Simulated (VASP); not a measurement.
```xyz
4
Lattice="3.8205 0.0000 0.0000 0.0000 3.8205 0.0000 0.0000 0.0000 3.8205" Properties=species:S:1:pos:R:3 pbc="T T T"
Os    0.0000    0.0000    0.0000
Os    1.9102    1.9102    0.0000
Os    1.9102    0.0000    1.9102
Os    0.0000    1.9102    1.9102
```

Space group Fm-3m; a generated structure, not necessarily the stable one.

Theory: Kohn-Sham DFT of a periodic cell, PBEsol, VASP PAW PBE potentials, recommended (VASP 6.6.1).

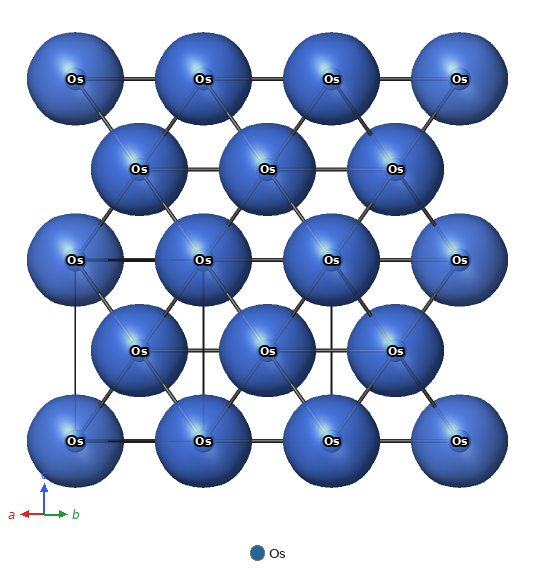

Os. Isosurface of the valence charge density (pseudo) at 0.6 e/Å³ (blue), seen along [110]. Sticks mark near contacts.

What does this surface tell about the bonding?

At this value the density breaks into separate islands; it holds about 50 % of the electrons treated as valence. It bridges none of the near contacts. It is pinched off along the shortest Os–Os (2.70 Å) contacts. On the grid the lowest density along these lines, outside the cores, is 0.45 e/Å³ (Os–Os, 2.70 Å).
